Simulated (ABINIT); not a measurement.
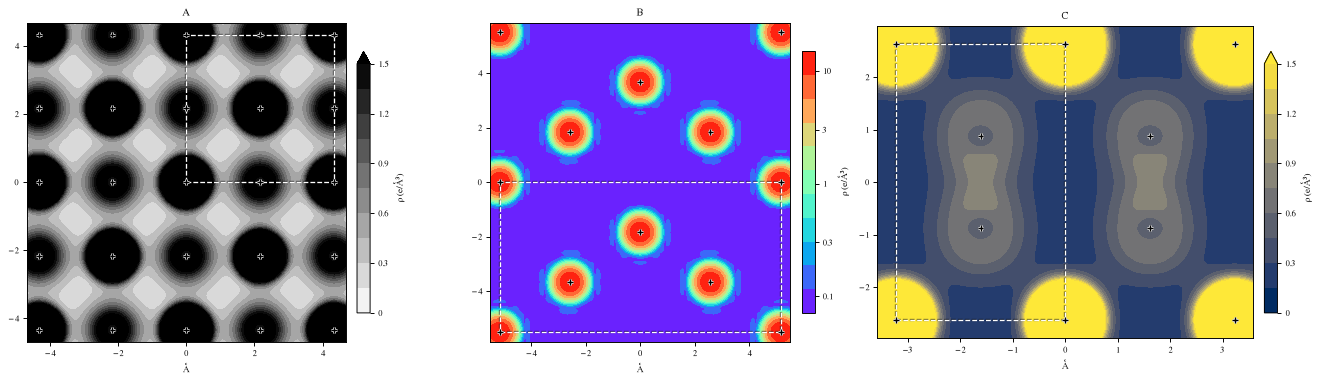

The valence electron density of 3 systems, each on a plane through atoms (crosses mark nuclei in the plane).

These are results of Kohn-Sham DFT of a periodic cell, LDA, JTH PAW LDA v2.0 in ABINIT 10.8.3, not measurements.

System 1: TiB$_{2}$, the (110) plane of the conventional cell. Space group P6/mmm; computed pressure about −11 GPa in this cell.

```xyz
3
Lattice="3.0292 0.0000 0.0000 -1.5146 2.6234 0.0000 0.0000 0.0000 3.2284" Properties=species:S:1:pos:R:3 pbc="T T T"
Ti    0.0000    0.0000    0.0000
B     1.5146    0.8744    1.6142
B     0.0000    1.7489    1.6142
```

System 2: TiC, the (001) plane of the conventional cell. Space group Fm-3m; a structure from a database of computed crystals, not necessarily the ambient phase; computed pressure about −12 GPa in this cell.

System 3: Mg, the (110) plane of the conventional cell. Space group P6₃/mmc; a structure from a database of computed crystals, not necessarily the ambient phase; computed pressure about −2 GPa in this cell.

```xyz
4
Lattice="3.1768 0.0000 0.0000 -1.5884 2.7512 0.0000 0.0000 0.0000 10.3189" Properties=species:S:1:pos:R:3 pbc="T T T"
Mg    1.5884    0.9171    7.7391
Mg    0.0000    0.0000    5.1594
Mg    0.0000    1.8342    2.5797
Mg    0.0000    0.0000    0.0000
```

Which map belongs to which system?

Panel A is system 2, TiC: the plane holds Ti and C. Ti–C (2.17 Å): ρ is about 0.51 e/Å³ halfway. Panel B is system 3, Mg: the plane holds Mg. Mg–Mg (3.17 Å): ρ is about 0.1 e/Å³ halfway. Panel C is system 1, TiB$_{2}$: the plane holds Ti and B. B–B (1.75 Å): ρ is about 0.81 e/Å³ halfway.
